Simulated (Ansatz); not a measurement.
Consider Al (slab).

Input

```
crystal:
  lattice:
    - [2.8394492333, 0.0, 0.0]
    - [0.0, 4.0155876154, 0.0]
    - [0.0, 0.0, 27.7775215498]
  atoms:
    - { symbol: Al, position: [0.5, 0.5, 0.2700024906] }
    - { symbol: Al, position: [0.0, 0.0, 0.3211130482] }
    - { symbol: Al, position: [0.5, 0.5, 0.3722236059] }
    - { symbol: Al, position: [0.0, 0.0, 0.4233341635] }
    - { symbol: Al, position: [0.5, 0.5, 0.4744447212] }
    - { symbol: Al, position: [0.0, 0.0, 0.5255552788] }
    - { symbol: Al, position: [0.5, 0.5, 0.5766658365] }
    - { symbol: Al, position: [0.0, 0.0, 0.6277763941] }
    - { symbol: Al, position: [0.5, 0.5, 0.6788869518] }
    - { symbol: Al, position: [0.0, 0.0, 0.7299975094] }
basis:
  ecutwfc: 420
kpoints:
  mp_grid: { grid: [12, 9, 1] }
hamiltonian:
  xc: pbesol
scf:
  occupations: { method: gaussian, width: 0.1 }
output:
  forces: true
  stress: true
  eigenvalues: true
  write_density: true
  write_potential: true
  elf: true
  volumetric_format: npy
efield:
  axis: 3
  dipole_correction: true
```

Run with:

```sh
ansatz run input.yaml --threads 1 --pin off --max-ram 2560MiB --backend cpu --events-out ev --progress --plain --runs-dir out
```

The calculation used Ansatz, DFT PBEsol, scalar-relativistic, plane waves, PAW.

> Predict the valence pseudo-density and electron localisation function between the atoms.

Al–Al (2.84 Å): ρ is about 0.21 e/Å³ halfway; the ELF peaks at about 0.65 between the atoms.

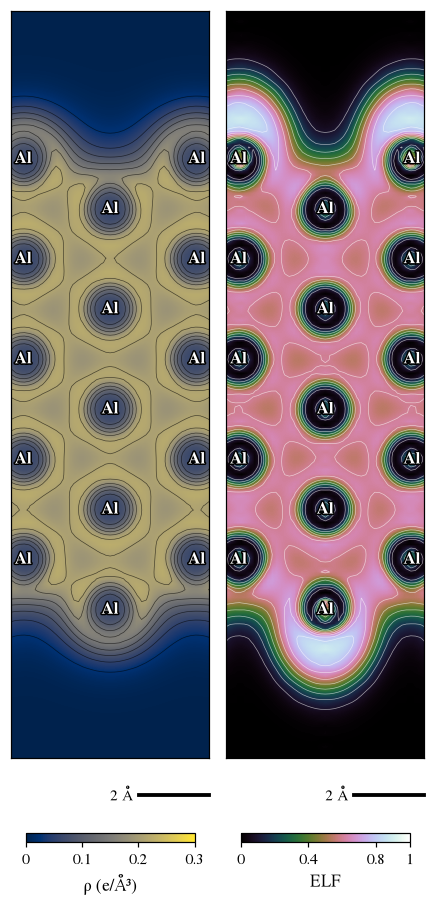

Computed valence pseudo-density and electron localisation function on the (110) plane of the calculation cell, a cut from vacuum to vacuum, in this order. 

Core electrons are frozen (PAW), and the valence fields are smoothed inside the atomic spheres.
